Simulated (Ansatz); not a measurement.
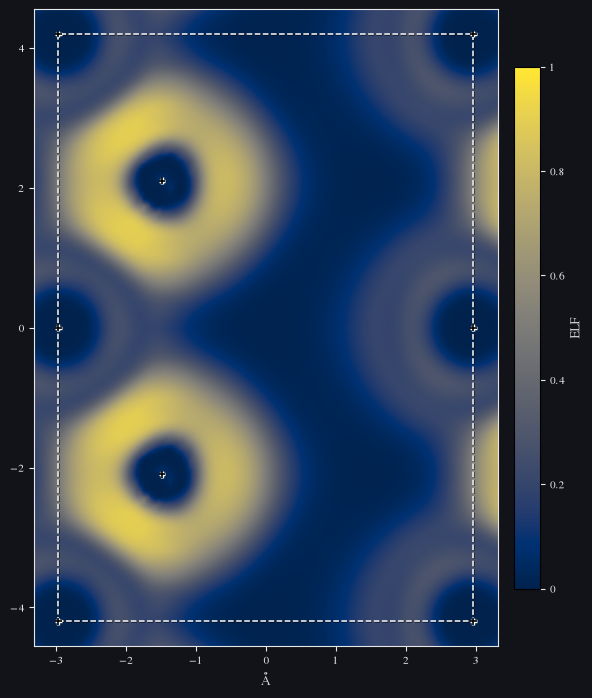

The electron localisation function on a plane through atoms (crosses mark nuclei in the plane).

Computed with DFT, PBE, plane waves, PAW (Ansatz 0.2.0).

Candidates:
A. InP, a = 5.94 Å, b = 5.94 Å, c = 5.94 Å, α = 90.00°, β = 90.00°, γ = 90.00°. Space group F-43m; started from the zincblende prototype, which need not be the ambient phase; changed on purpose from its base cell (hydrostatic strain +0.5%).
B. Ge, a = 3.93 Å, b = 4.09 Å, c = 5.67 Å, α = 90.00°, β = 90.00°, γ = 90.00°. Space group Imma; started from the diamond prototype, which need not be the ambient phase; changed on purpose from its base cell (shear xy strain +4.0%); computed pressure about 3 GPa in this cell.

**Which system is this?**

Candidate A: InP on the (110) plane of the conventional cell, which holds In and P. In–P (2.57 Å): the ELF peaks at about 0.90 in the valence shell of P, 0.8 Å from its nucleus, and is about 0.55 at the midpoint.
